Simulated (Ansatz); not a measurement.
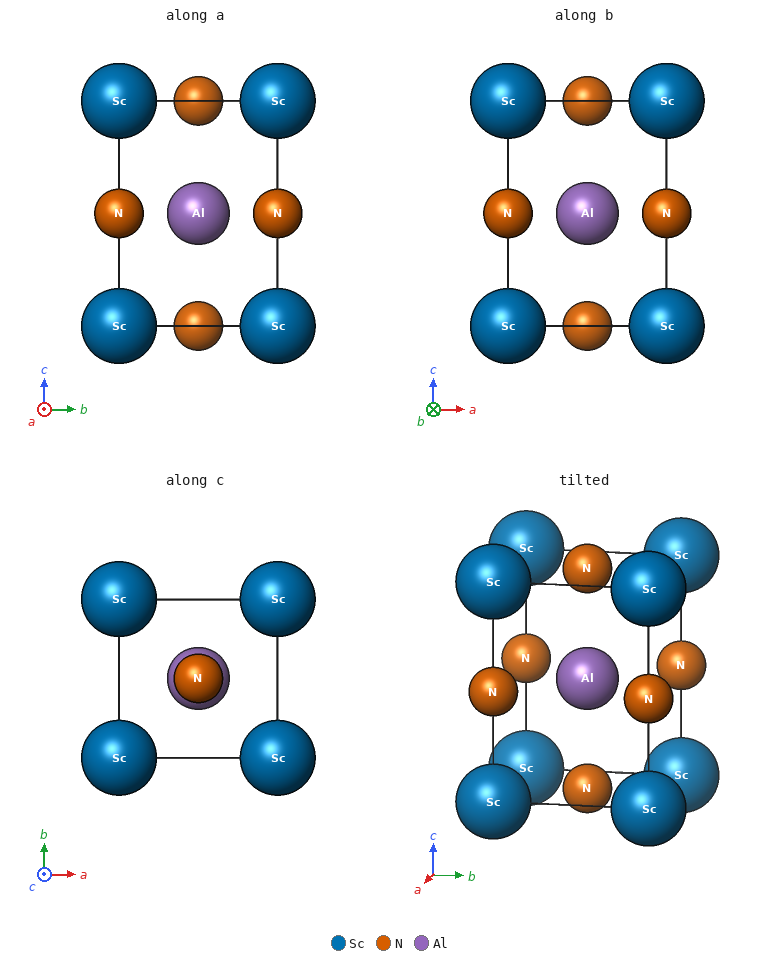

The crystal in a spheres-only representation, seen along the a axis, along the b axis, along the c axis and slightly off an axis. Thin lines show the conventional unit cell, with boundary atoms drawn in all their periodic places.

Lattice parameters: a = 3.045 Å, b = 3.045 Å, c = 4.319 Å, α = 90.00°, β = 90.00°, γ = 90.00°.

Q: Give the structure in the form of a table of Wyckoff sites.

A: Space group P4/mmm (No. 123).
```csv
atom,site,x,y,z
Sc,1a,0.0000,0.0000,0.0000
N,1b,0.0000,0.0000,0.5000
Al,1d,0.5000,0.5000,0.5000
N,1c,0.5000,0.5000,0.0000
```

The cell started as a structure type filled with these elements by a generator (whether the compound takes this form wasn't checked). The geometry was optimised with DFT, r2SCAN, plane waves, PAW (Ansatz 0.2.0).
